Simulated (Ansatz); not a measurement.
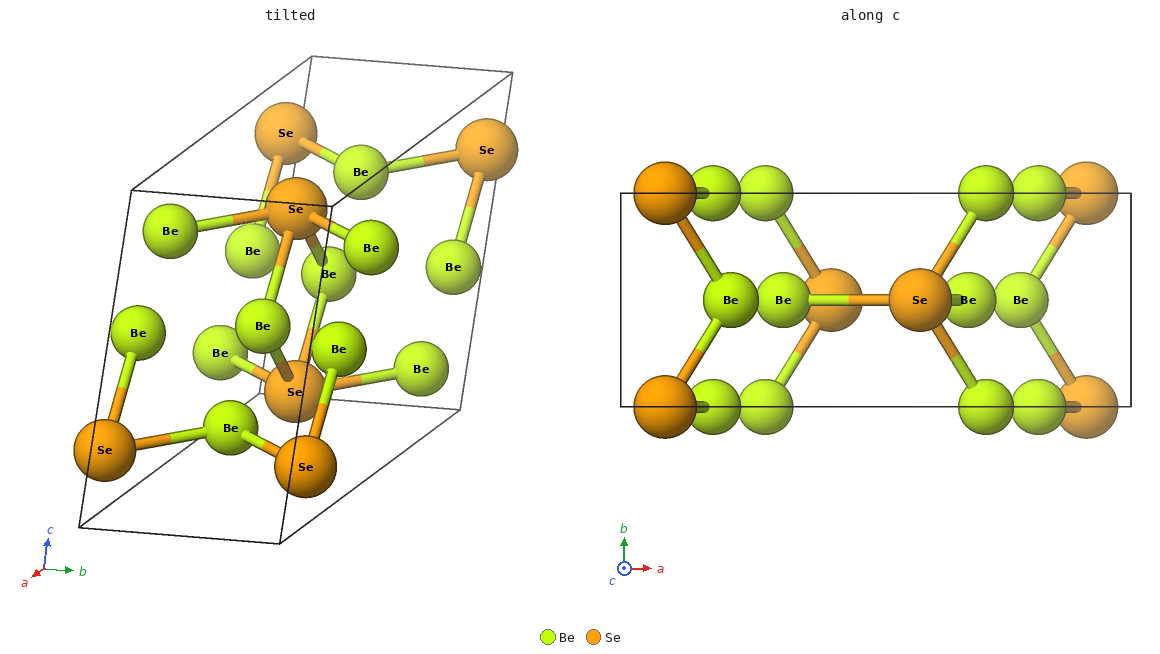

The image is a ball-and-stick drawing of a crystal, viewed slightly off an axis and along the c axis. The wireframe shows the conventional unit cell. Cell: a = 9.70 Å, b = 3.57 Å, c = 5.91 Å, α = 90.00°, β = 118.62°, γ = 90.00°.

Origin of the cell: a structure type filled with these elements by a generator (whether the compound takes this form wasn't checked). Earlier steps of the study may have refined or changed the cell and positions. It was the input of a calculation with Ansatz.

> Summary of the structure:

This is Be₂Se. Space group C2/m (No. 12), lattice base-centred monoclinic. The cell comprises 4 formula units: 8 Be, 4 Se. Each Se has five Be at about 2.3 to 2.4 Å. The bonds build Be2Se layers parallel to (20-1).

Calculation details: DFT PBE, scalar-relativistic, plane waves, PAW (Ansatz 0.2.0); plane waves up to 420 eV, k-points about 0.16 Å⁻¹ apart, Gaussian smearing of 0.1 eV, no spin polarisation.

> Is the electronic structure metallic or gapped?

A metal: bands cross the Fermi level.

> What net charge does each kind of atom have (Bader)?

Be +0.61 to +0.97 e; Se -1.58 e.

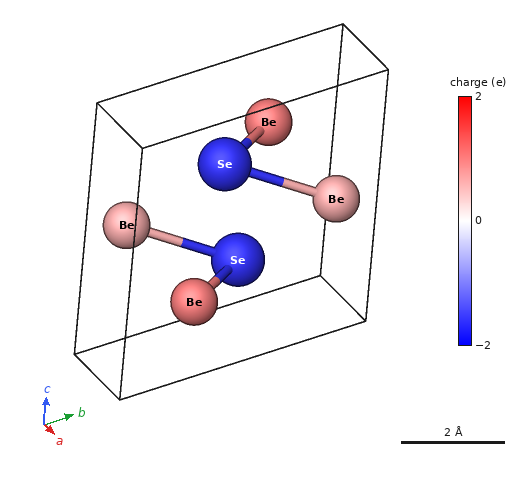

The atoms coloured by those charges. The run's cell of 6 atoms is drawn in a reduced setting, so axes and origin can differ from the first picture.

> Does the calculation find this structure at rest?

Yes. The largest force is 0.01 eV/Å. The pressure is 0.0 GPa, close to zero.
